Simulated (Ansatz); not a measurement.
Geometry relaxation of Ga₃S₂ (part 1 of 2)

Ga₃S₂ (P6/mmm, 5 atoms in the cell), computed with DFT PBE, scalar-relativistic, plane waves, PAW, no spin polarisation (Ansatz 0.2.0).

The structure was made by a generator, so it may or may not be a known phase. Figures and captions count atoms from 1; the log counts them from 0 in places.

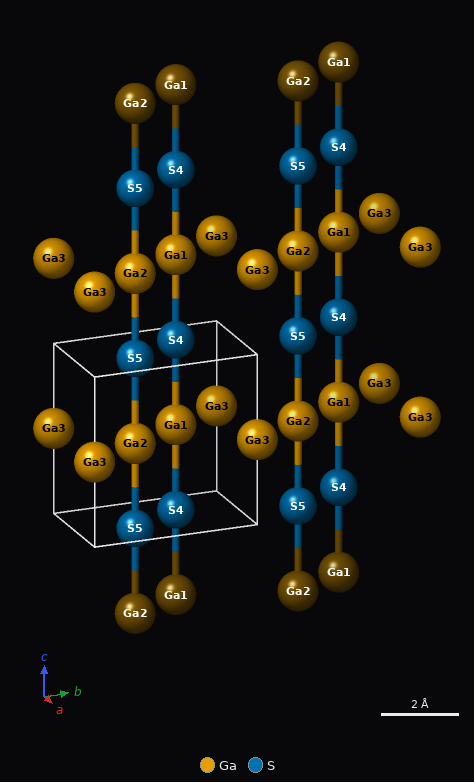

*The structure as given in the input (ball-and-stick view of the cell of the calculation, repeated 1 × 2 × 2, seen slightly off an axis; neighbours outside the cell are drawn fainter; atoms are numbered from 1 in the order of the input). An atom can appear more than once, as a periodic image.*

**Input**
```yaml
crystal:
  lattice:
    - [5.6343732372, 0.0, 0.0]
    - [-2.8171866186, 4.8795103578, 0.0]
    - [0.0, 0.0, 4.5019813465]
  atoms:
    - { symbol: Ga, position: [0.3333333333, 0.6666666667, 0.5] }
    - { symbol: Ga, position: [0.6666666667, 0.3333333333, 0.5] }
    - { symbol: Ga, position: [0.0, 0.0, 0.5] }
    - { symbol: S, position: [0.3333333333, 0.6666666667, 0.0] }
    - { symbol: S, position: [0.6666666667, 0.3333333333, 0.0] }
basis:
  ecutwfc: 420
kpoints:
  mp_grid: { grid: [6, 6, 4] }
hamiltonian:
  xc: pbe
scf:
  occupations: { method: gaussian, width: 0.1 }
  lower_state_search: "off"
output:
  forces: true
  stress: true
  eigenvalues: true
relax:
  adjacent_minimum: "off"
  f_tol: 0.04
  max_steps: 70
  cell: { stress_tol: 0.4 }
```

Hardware: 1 thread of AMD EPYC (Zen 3), 189 GiB of memory available, shared host.

Launched with:
```bash
ansatz run input.yaml --threads 1 --pin off --max-ram 2560MiB --backend cpu --events-out ev --progress --plain --runs-dir out
```

**Output**
```
Engine: ansatz 0.2.0, x86_64-unknown-linux-gnu
Pseudopotentials: kind: paw
Pseudopotential: Ga, paw, valence charge 13, recommended cutoff 420 eV (normal), Ga.paw.azcp
Pseudopotential: S, paw, valence charge 6, recommended cutoff 420 eV (normal), S.paw.azcp
Functional definition: PBE
  parameter kappa = 0.804
  parameter beta = 0.06672455060314922
  exchange = pbe_x(kappa = kappa, mu = beta*pi^2/3)
  correlation = pbe_c(beta = beta)
Crystal: 5 atoms, lattice volume = 123.773 Å³
Basis set: ecut = 420 eV, 2403 PW (Γ), exchange–correlation on 80×80×64 points (8 copies of the dense FFT grid, shifted against one another)
Bands: 31, of which v1, the nominal top of the filled ones, is band 26 counted from 1 (25 counted from 0)
Symmetry: 24 space group operations
Space group: P6/mmm (ITA 191), of the structure as read, at distance tolerance 5.0e-5 Å
k-points: 21 of 144
Non-local potential: Ga, projectors of the file, l = 0: 2, l = 1: 2, l = 2: 3, l = 3: 1
Non-local potential: S, projectors of the file, l = 0: 2, l = 1: 2, l = 2: 2
PAW form: soft (Blöchl's): semilocal exchange-correlation on the pseudo side does not see the compensation charge
PAW one-centre angular grid: Ga, 590 points (default); XC on 64 Gauss nodes
PAW one-centre angular grid: S, 110 points (default); XC on 64 Gauss nodes
Initial density: superposition of atomic densities (neutral atoms: chi_scale 0, normalization atom), corrected by the library's trained network
Initial wavefunctions: pseudopotential atomic-orbital guess
Functional: x = pbe(κ = 0.804, μ = 0.2195149727645171), c = pbe(β = 0.06672455060314922)
SCF iter   1: F=—  HF=-13151.513469 eV  |F-HF|=—  |Δ(HF+E_count)|=         —  Δρ=2.90e-3  dr2=1.61e-2  ethr=1.77e-3  ⟨swp⟩=6.6  Hψ=2722  notcnv=0
preconditioner: auto → LDOS  [metal: Δε(μ)=0.029 eV  Ē_g=13.288 eV  σ=0.100 eV  W_gap=0.16  n_scr=26 (ndim 8)  ℏωp=23.8 eV  f_vac=0.045  D(μ)=3.12/eV (n_scr^D=20)  β→1.0]
SCF iter   2: F=—  HF=-13151.510892 eV  |F-HF|=—  |Δ(HF+E_count)|=   2.58e-3  Δρ=4.13e-4  dr2=1.35e-4  ethr=3.16e-5  ⟨swp⟩=2.1  Hψ=1012  notcnv=0
SCF iter   3: F=—  HF=-13151.511127 eV  |F-HF|=—  |Δ(HF+E_count)|=   2.34e-4  Δρ=4.91e-4  dr2=2.08e-4  ethr=2.65e-7  ⟨swp⟩=2.0  Hψ=1176  notcnv=0
SCF iter   4: F=—  HF=-13151.510929 eV  |F-HF|=—  |Δ(HF+E_count)|=   1.97e-4  Δρ=7.38e-5  dr2=4.94e-6  ethr=2.65e-7  ⟨swp⟩=2.0  Hψ=1166  notcnv=0
SCF iter   5: F=—  HF=-13151.511008 eV  |F-HF|=—  |Δ(HF+E_count)|=   7.81e-5  Δρ=9.48e-6  dr2=1.16e-7  ethr=9.69e-9  ⟨swp⟩=2.0  Hψ=1166  notcnv=0
SCF iter   6: F=-13151.511008 eV  HF=-13151.511008 eV  |F-HF|=8.80e-10  |Δ(HF+E_count)|=   9.72e-8  Δρ=1.72e-6  dr2=4.04e-9  ethr=1.96e-10  ⟨swp⟩=7.4  Hψ=2483  notcnv=0
SCF 1 converged in 6 iterations: F = -13151.511008 eV  dr2 = 4.04e-9
  greatest PAW one-centre occupation: 0.995 electrons in one spin orbital (limit 2), on the Ga atom at site 2 (counted from 0), in its partial waves of l = 2
relax step   1: F+E_penalty+E_count = -13151.51100767 eV  Δ(F+E_penalty+E_count) = +0.000e0 eV  max|allowed force component| = 3.701e-17 eV/Å  Δτ_max = 0.0000 Å  P = +0.889 GPa  Ω = 123.773 Å³  (6 SCF iters, dr2 threshold 1.00e-7 eV, accepted)
Crystal: 5 atoms, lattice volume = 120.990 Å³
Basis set: ecut = 420 eV, 2355 PW (Γ), exchange–correlation on 80×80×64 points (8 copies of the dense FFT grid, shifted against one another)
Initial density: handed on by an earlier stage of this run
Initial wavefunctions: those handed on with the density
iter 1 solved again at ethr=1.66e-4 eV; its pass at ethr=3.10e-3 eV (dr2=8.45e-2 eV) is discarded
SCF iter   1: F=—  HF=-13151.615337 eV  |F-HF|=—  |Δ(HF+E_count)|=         —  Δρ=4.83e-3  dr2=8.39e-2  ethr=1.66e-4  ⟨swp⟩=1.0  Hψ=3669  notcnv=0
preconditioner: auto → LDOS  [metal: Δε(μ)=0.029 eV  Ē_g=13.323 eV  σ=0.100 eV  W_gap=0.16  n_scr=26 (ndim 8)  ℏωp=24.1 eV  f_vac=0.044  D(μ)=4.20/eV (n_scr^D=26)  β→1.0]
SCF iter   2: F=—  HF=-13151.599482 eV  |F-HF|=—  |Δ(HF+E_count)|=   1.59e-2  Δρ=1.01e-3  dr2=1.46e-3  ethr=1.64e-4  ⟨swp⟩=1.9  Hψ=766  notcnv=0
SCF iter   3: F=—  HF=-13151.599811 eV  |F-HF|=—  |Δ(HF+E_count)|=   3.29e-4  Δρ=4.66e-4  dr2=2.57e-4  ethr=2.86e-6  ⟨swp⟩=2.0  Hψ=1188  notcnv=0
SCF iter   4: F=—  HF=-13151.599802 eV  |F-HF|=—  |Δ(HF+E_count)|=   8.82e-6  Δρ=2.43e-4  dr2=5.22e-5  ethr=5.03e-7  ⟨swp⟩=2.0  Hψ=1184  notcnv=0
SCF iter   5: F=—  HF=-13151.599756 eV  |F-HF|=—  |Δ(HF+E_count)|=   4.59e-5  Δρ=3.37e-5  dr2=7.57e-7  ethr=1.02e-7  ⟨swp⟩=2.0  Hψ=1169  notcnv=0
SCF iter   6: F=-13151.599757 eV  HF=-13151.599757 eV  |F-HF|=2.62e-8  |Δ(HF+E_count)|=   1.23e-6  Δρ=6.09e-6  dr2=3.42e-8  ethr=9.80e-10  ⟨swp⟩=6.2  Hψ=2881  notcnv=0
SCF 2 converged in 6 iterations: F = -13151.599757 eV  dr2 = 3.42e-8
relax step   2: F+E_penalty+E_count = -13151.59975735 eV  Δ(F+E_penalty+E_count) = -8.875e-2 eV  max|allowed force component| = 3.516e-17 eV/Å  Δτ_max = 0.0000 Å  P = +0.061 GPa  Ω = 120.990 Å³  energy of the carried Pulay correction = +4.325e-4 eV  (6 SCF iters, dr2 threshold 5.00e-7 eV, accepted)
Crystal: 5 atoms, lattice volume = 116.254 Å³
Basis set: ecut = 420 eV, 2229 PW (Γ), exchange–correlation on 80×80×64 points (8 copies of the dense FFT grid, shifted against one another)
iter 1 solved again at ethr=3.27e-4 eV; its pass at ethr=3.10e-3 eV (dr2=1.67e-1 eV) is discarded
SCF iter   1: F=—  HF=-13151.731734 eV  |F-HF|=—  |Δ(HF+E_count)|=         —  Δρ=6.94e-3  dr2=1.63e-1  ethr=3.27e-4  ⟨swp⟩=1.0  Hψ=3370  notcnv=0
preconditioner: auto → LDOS  [metal: Δε(μ)=0.029 eV  Ē_g=13.384 eV  σ=0.100 eV  W_gap=0.16  n_scr=26 (ndim 8)  ℏωp=24.6 eV  f_vac=0.042  D(μ)=5.12/eV (n_scr^D=46)  β→1.0]
SCF iter   2: F=—  HF=-13151.707575 eV  |F-HF|=—  |Δ(HF+E_count)|=   2.42e-2  Δρ=2.30e-3  dr2=1.39e-2  ethr=3.20e-4  ⟨swp⟩=1.5  Hψ=676  notcnv=0
SCF iter   3: F=—  HF=-13151.707906 eV  |F-HF|=—  |Δ(HF+E_count)|=   3.31e-4  Δρ=1.72e-3  dr2=1.93e-3  ethr=2.73e-5  ⟨swp⟩=2.0  Hψ=1192  notcnv=0
SCF iter   4: F=—  HF=-13151.705330 eV  |F-HF|=—  |Δ(HF+E_count)|=   2.58e-3  Δρ=4.63e-4  dr2=2.83e-4  ethr=3.78e-6  ⟨swp⟩=2.3  Hψ=1179  notcnv=0
SCF iter   5: F=—  HF=-13151.705305 eV  |F-HF|=—  |Δ(HF+E_count)|=   2.51e-5  Δρ=9.82e-5  dr2=1.40e-5  ethr=5.55e-7  ⟨swp⟩=2.1  Hψ=1107  notcnv=0
SCF iter   6: F=—  HF=-13151.705307 eV  |F-HF|=—  |Δ(HF+E_count)|=   2.71e-6  Δρ=2.52e-5  dr2=5.10e-7  ethr=2.75e-8  ⟨swp⟩=2.0  Hψ=1149  notcnv=0
SCF iter   7: F=-13151.705307 eV  HF=-13151.705307 eV  |F-HF|=1.17e-8  |Δ(HF+E_count)|=   4.45e-7  Δρ=6.70e-6  dr2=5.31e-8  ethr=9.80e-10  ⟨swp⟩=7.1  Hψ=3162  notcnv=0
SCF 3 converged in 7 iterations: F = -13151.705307 eV  dr2 = 5.31e-8
relax step   3: F+E_penalty+E_count = -13151.70530682 eV  Δ(F+E_penalty+E_count) = -1.055e-1 eV  max|allowed force component| = 3.840e-17 eV/Å  Δτ_max = 0.0000 Å  P = -0.003 GPa  Ω = 116.254 Å³  energy of the carried Pulay correction = +1.193e-3 eV  (7 SCF iters, dr2 threshold 5.00e-7 eV, accepted)
Crystal: 5 atoms, lattice volume = 108.946 Å³
Basis set: ecut = 420 eV, 2099 PW (Γ), exchange–correlation on 80×80×64 points (8 copies of the dense FFT grid, shifted against one another)
iter 1 solved again at ethr=1.94e-3 eV; its pass at ethr=3.10e-3 eV (dr2=9.90e-1 eV) is discarded
SCF iter   1: F=—  HF=-13152.243890 eV  |F-HF|=—  |Δ(HF+E_count)|=         —  Δρ=1.71e-2  dr2=9.93e-1  ethr=1.94e-3  ⟨swp⟩=1.0  Hψ=4222  notcnv=0
preconditioner: auto → LDOS  [insulator: Δε(μ)=0.150 eV  Ē_g=13.529 eV  σ=0.100 eV  W_gap=0.67  n_scr=20 (ndim 8)  ℏωp=25.4 eV  f_vac=0.036  D(μ)=1.33/eV (n_scr^D=8)  ε∞_Penn≈4.5  β→1.0]
SCF iter   2: F=—  HF=-13152.114635 eV  |F-HF|=—  |Δ(HF+E_count)|=   1.29e-1  Δρ=1.22e-2  dr2=4.92e-1  ethr=1.94e-3  ⟨swp⟩=3.3  Hψ=1053  notcnv=0
SCF iter   3: F=—  HF=-13152.031843 eV  |F-HF|=—  |Δ(HF+E_count)|=   8.28e-2  Δρ=2.44e-3  dr2=1.45e-2  ethr=9.65e-4  ⟨swp⟩=3.4  Hψ=1286  notcnv=0  defer=15
SCF iter   4: F=—  HF=-13152.027614 eV  |F-HF|=—  |Δ(HF+E_count)|=   4.23e-3  Δρ=8.20e-4  dr2=9.79e-4  ethr=2.84e-5  ⟨swp⟩=2.0  Hψ=1156  notcnv=0  defer=15
SCF iter   5: F=—  HF=-13152.027385 eV  |F-HF|=—  |Δ(HF+E_count)|=   2.29e-4  Δρ=4.52e-4  dr2=5.84e-4  ethr=1.92e-6  ⟨swp⟩=2.0  Hψ=1176  notcnv=0  defer=15
SCF iter   6: F=—  HF=-13152.027299 eV  |F-HF|=—  |Δ(HF+E_count)|=   8.65e-5  Δρ=8.86e-5  dr2=1.21e-5  ethr=1.14e-6  ⟨swp⟩=2.0  Hψ=718  notcnv=0  defer=15
SCF iter   7: F=—  HF=-13152.027308 eV  |F-HF|=—  |Δ(HF+E_count)|=   9.71e-6  Δρ=3.72e-5  dr2=2.52e-6  ethr=2.37e-8  ⟨swp⟩=2.0  Hψ=1166  notcnv=0  defer=15
SCF iter   8: F=-13152.027307 eV  HF=-13152.027308 eV  |F-HF|=1.72e-7  |Δ(HF+E_count)|=   7.18e-7  Δρ=1.24e-5  dr2=2.29e-7  ethr=9.80e-10  ⟨swp⟩=8.9  Hψ=4048  notcnv=0
SCF 4 converged in 8 iterations: F = -13152.027307 eV  dr2 = 2.29e-7
relax step   4: F+E_penalty+E_count = -13152.02730734 eV  Δ(F+E_penalty+E_count) = -3.220e-1 eV  max|allowed force component| = 6.037e-17 eV/Å  Δτ_max = 0.0000 Å  P = -1.030 GPa  Ω = 108.946 Å³  energy of the carried Pulay correction = +2.425e-3 eV  (8 SCF iters, dr2 threshold 5.00e-7 eV, accepted)
Crystal: 5 atoms, lattice volume = 100.120 Å³
Basis set: ecut = 420 eV, 1967 PW (Γ), exchange–correlation on 80×80×64 points (8 copies of the dense FFT grid, shifted against one another)
iter 1 solved again at ethr=5.35e-4 eV; its pass at ethr=3.10e-3 eV (dr2=2.73e-1 eV) is discarded
SCF iter   1: F=—  HF=-13152.302596 eV  |F-HF|=—  |Δ(HF+E_count)|=         —  Δρ=9.58e-3  dr2=2.72e-1  ethr=5.35e-4  ⟨swp⟩=1.4  Hψ=4615  notcnv=0
preconditioner: auto → LDOS  [metal: Δε(μ)=0.046 eV  Ē_g=13.746 eV  σ=0.100 eV  W_gap=0.24  n_scr=20 (ndim 8)  ℏωp=26.5 eV  f_vac=0.028  D(μ)=1.24/eV (n_scr^D=8)  β→1.0]
SCF iter   2: F=—  HF=-13152.250865 eV  |F-HF|=—  |Δ(HF+E_count)|=   5.17e-2  Δρ=3.54e-3  dr2=3.14e-2  ethr=5.34e-4  ⟨swp⟩=3.2  Hψ=1065  notcnv=0
preconditioner: auto → Resta (q_TF=auto, 2.438 Å⁻¹)  ε∞=4.8  [insulator: Δε(μ)=0.244 eV  Ē_g=13.668 eV  σ=0.100 eV  W_gap=0.89  n_scr=20 (ndim 8)  ℏωp=26.5 eV  f_vac=0.027  D(μ)=0.55/eV (n_scr^D=0)  ε∞_Penn≈4.8  β→0.5]
SCF iter   3: F=—  HF=-13152.243326 eV  |F-HF|=—  |Δ(HF+E_count)|=   7.54e-3  Δρ=8.90e-4  dr2=7.52e-4  ethr=6.17e-5  ⟨swp⟩=2.1  Hψ=1249  notcnv=0
SCF iter   4: F=—  HF=-13152.243337 eV  |F-HF|=—  |Δ(HF+E_count)|=   1.09e-5  Δρ=3.68e-4  dr2=1.28e-4  ethr=1.47e-6  ⟨swp⟩=2.4  Hψ=1279  notcnv=0
SCF iter   5: F=—  HF=-13152.243249 eV  |F-HF|=—  |Δ(HF+E_count)|=   8.76e-5  Δρ=1.16e-4  dr2=1.42e-5  ethr=2.51e-7  ⟨swp⟩=3.1  Hψ=1307  notcnv=0
SCF iter   6: F=—  HF=-13152.243251 eV  |F-HF|=—  |Δ(HF+E_count)|=   1.72e-6  Δρ=3.05e-5  dr2=1.87e-6  ethr=2.78e-8  ⟨swp⟩=2.0  Hψ=1173  notcnv=0
SCF iter   7: F=-13152.243251 eV  HF=-13152.243251 eV  |F-HF|=2.16e-8  |Δ(HF+E_count)|=   1.67e-8  Δρ=6.47e-6  dr2=9.26e-8  ethr=9.80e-10  ⟨swp⟩=10.3  Hψ=3812  notcnv=0
SCF 5 converged in 7 iterations: F = -13152.243251 eV  dr2 = 9.26e-8
  greatest PAW one-centre occupation: 0.995 electrons in one spin orbital (limit 2), on the Ga atom at site 1 (counted from 0), in its partial waves of l = 2
relax step   5: F+E_penalty+E_count = -13152.24325113 eV  Δ(F+E_penalty+E_count) = -2.159e-1 eV  max|allowed force component| = 7.309e-17 eV/Å  Δτ_max = 0.0000 Å  P = +0.919 GPa  Ω = 100.120 Å³  energy of the carried Pulay correction = +4.023e-3 eV  (7 SCF iters, dr2 threshold 5.00e-7 eV, accepted)
Crystal: 5 atoms, lattice volume = 105.259 Å³
Basis set: ecut = 420 eV, 2039 PW (Γ), exchange–correlation on 80×80×64 points (8 copies of the dense FFT grid, shifted against one another)
iter 1 solved again at ethr=7.02e-5 eV; its pass at ethr=3.10e-3 eV (dr2=3.58e-2 eV) is discarded
SCF iter   1: F=—  HF=-13152.201539 eV  |F-HF|=—  |Δ(HF+E_count)|=         —  Δρ=3.05e-3  dr2=3.68e-2  ethr=7.02e-5  ⟨swp⟩=2.0  Hψ=4794  notcnv=0
preconditioner: auto → Resta (q_TF=auto, 2.418 Å⁻¹)  ε∞=4.7  [insulator: Δε(μ)=0.156 eV  Ē_g=13.499 eV  σ=0.100 eV  W_gap=0.70  n_scr=20 (ndim 8)  ℏωp=25.8 eV  f_vac=0.035  D(μ)=0.79/eV (n_scr^D=0)  ε∞_Penn≈4.7]
SCF iter   2: F=—  HF=-13152.194253 eV  |F-HF|=—  |Δ(HF+E_count)|=   7.29e-3  Δρ=1.45e-3  dr2=4.79e-3  ethr=7.02e-5  ⟨swp⟩=2.2  Hψ=849  notcnv=0
preconditioner: auto → LDOS  [insulator: Δε(μ)=0.115 eV  Ē_g=13.534 eV  σ=0.100 eV  W_gap=0.58  n_scr=20 (ndim 8)  ℏωp=25.8 eV  f_vac=0.034  D(μ)=1.23/eV (n_scr^D=2)  ε∞_Penn≈4.6  β→1.0]
SCF iter   3: F=—  HF=-13152.193636 eV  |F-HF|=—  |Δ(HF+E_count)|=   6.17e-4  Δρ=4.86e-4  dr2=1.73e-4  ethr=9.40e-6  ⟨swp⟩=2.0  Hψ=1189  notcnv=0
SCF iter   4: F=—  HF=-13152.193803 eV  |F-HF|=—  |Δ(HF+E_count)|=   1.67e-4  Δρ=3.40e-4  dr2=1.07e-4  ethr=3.40e-7  ⟨swp⟩=3.0  Hψ=1484  notcnv=0
SCF iter   5: F=—  HF=-13152.193756 eV  |F-HF|=—  |Δ(HF+E_count)|=   4.70e-5  Δρ=8.08e-5  dr2=1.33e-5  ethr=2.11e-7  ⟨swp⟩=3.7  Hψ=1631  notcnv=0
SCF iter   6: F=—  HF=-13152.193754 eV  |F-HF|=—  |Δ(HF+E_count)|=   2.02e-6  Δρ=2.58e-5  dr2=8.54e-7  ethr=2.61e-8  ⟨swp⟩=2.0  Hψ=773  notcnv=0
SCF iter   7: F=-13152.193754 eV  HF=-13152.193754 eV  |F-HF|=4.31e-8  |Δ(HF+E_count)|=   1.23e-7  Δρ=6.99e-6  dr2=6.25e-8  ethr=9.80e-10  ⟨swp⟩=8.0  Hψ=3644  notcnv=0
SCF 6 converged in 7 iterations: F = -13152.193754 eV  dr2 = 6.25e-8
relax step   6: F+E_penalty+E_count = -13152.19375423 eV  Δ(F+E_penalty+E_count) = +4.950e-2 eV  max|allowed force component| = 3.747e-17 eV/Å  Δτ_max = 0.0000 Å  P = -2.181 GPa  Ω = 105.259 Å³  energy of the carried Pulay correction = +3.071e-3 eV  (7 SCF iters, dr2 threshold 5.00e-7 eV, rejected (line search))
Crystal: 5 atoms, lattice volume = 101.368 Å³
Basis set: ecut = 420 eV, 1979 PW (Γ), exchange–correlation on 80×80×64 points (8 copies of the dense FFT grid, shifted against one another)
iter 1 solved again at ethr=2.70e-5 eV; its pass at ethr=3.10e-3 eV (dr2=1.38e-2 eV) is discarded
SCF iter   1: F=—  HF=-13152.255115 eV  |F-HF|=—  |Δ(HF+E_count)|=         —  Δρ=1.98e-3  dr2=1.37e-2  ethr=2.70e-5  ⟨swp⟩=2.1  Hψ=4515  notcnv=0
preconditioner: auto → Resta (q_TF=auto, 2.433 Å⁻¹)  ε∞=4.7  [insulator: Δε(μ)=0.191 eV  Ē_g=13.686 eV  σ=0.100 eV  W_gap=0.82  n_scr=20 (ndim 8)  ℏωp=26.3 eV  f_vac=0.025  D(μ)=0.65/eV (n_scr^D=0)  ε∞_Penn≈4.7]
SCF iter   2: F=—  HF=-13152.252332 eV  |F-HF|=—  |Δ(HF+E_count)|=   2.78e-3  Δρ=9.89e-4  dr2=2.22e-3  ethr=2.68e-5  ⟨swp⟩=2.0  Hψ=768  notcnv=0
SCF iter   3: F=—  HF=-13152.251873 eV  |F-HF|=—  |Δ(HF+E_count)|=   4.59e-4  Δρ=4.27e-4  dr2=4.19e-4  ethr=4.36e-6  ⟨swp⟩=2.0  Hψ=1128  notcnv=0
SCF iter   4: F=—  HF=-13152.251842 eV  |F-HF|=—  |Δ(HF+E_count)|=   3.07e-5  Δρ=2.20e-4  dr2=4.94e-5  ethr=8.21e-7  ⟨swp⟩=2.0  Hψ=1185  notcnv=0
SCF iter   5: F=—  HF=-13152.251857 eV  |F-HF|=—  |Δ(HF+E_count)|=   1.46e-5  Δρ=8.05e-5  dr2=1.02e-5  ethr=9.69e-8  ⟨swp⟩=2.9  Hψ=1562  notcnv=0
SCF iter   6: F=—  HF=-13152.251866 eV  |F-HF|=—  |Δ(HF+E_count)|=   8.68e-6  Δρ=2.57e-5  dr2=1.43e-6  ethr=1.99e-8  ⟨swp⟩=2.0  Hψ=1186  notcnv=0
SCF iter   7: F=—  HF=-13152.251864 eV  |F-HF|=—  |Δ(HF+E_count)|=   2.00e-6  Δρ=1.23e-5  dr2=1.23e-7  ethr=2.80e-9  ⟨swp⟩=2.0  Hψ=1191  notcnv=0
SCF iter   8: F=—  HF=-13152.251864 eV  |F-HF|=—  |Δ(HF+E_count)|=   1.40e-8  Δρ=5.10e-6  dr2=2.20e-8  ethr=2.42e-10  ⟨swp⟩=3.0  Hψ=1474  notcnv=0
SCF iter   9: F=-13152.251864 eV  HF=-13152.251864 eV  |F-HF|=2.67e-9  |Δ(HF+E_count)|=   3.91e-8  Δρ=9.11e-7  dr2=7.65e-10  ethr=6.27e-12  ⟨swp⟩=4.8  Hψ=3689  notcnv=0
SCF 7 converged in 9 iterations: F = -13152.251864 eV  dr2 = 7.65e-10
relax step   7: F+E_penalty+E_count = -13152.25186361 eV  Δ(F+E_penalty+E_count) = -8.612e-3 eV  max|allowed force component| = 6.661e-17 eV/Å  Δτ_max = 0.0000 Å  P = -0.029 GPa  Ω = 101.368 Å³  energy of the carried Pulay correction = +3.787e-3 eV  (9 SCF iters, accepted)
Crystal: 5 atoms, lattice volume = 101.344 Å³
iter 1 solved again at ethr=3.12e-8 eV; its pass at ethr=3.10e-3 eV (dr2=1.59e-5 eV) is discarded
```
